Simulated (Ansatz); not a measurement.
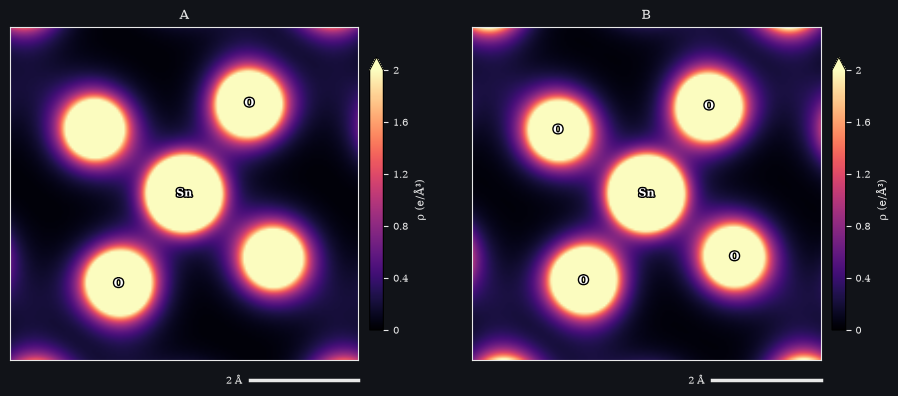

SnO2. The valence electron density of two cells that differ in size and shape, on the (111) plane of each (indices in the axes of the calculation cell), at one length scale and on one colour scale: A has 12.1 Å³ an atom and B 11.2.

Space group P4₂/mnm; a structure from a database of computed crystals, not necessarily the ambient phase.

These are results of DFT r2SCAN, scalar-relativistic, plane waves, PAW in Ansatz 0.2.0, not measurements.

In a PAW calculation such maps are meaningful between the atoms, not at the nuclei.

> What changes from the larger cell to the smaller?

From the larger cell to the smaller, Sn–O goes from 2.06 to 1.99 Å, and the density at its midpoint from 0.65 to 0.76 e/Å³; the pressure goes from 0.0 to 20 GPa; the Kohn–Sham gap goes from 1.8 eV to 2.7 eV.
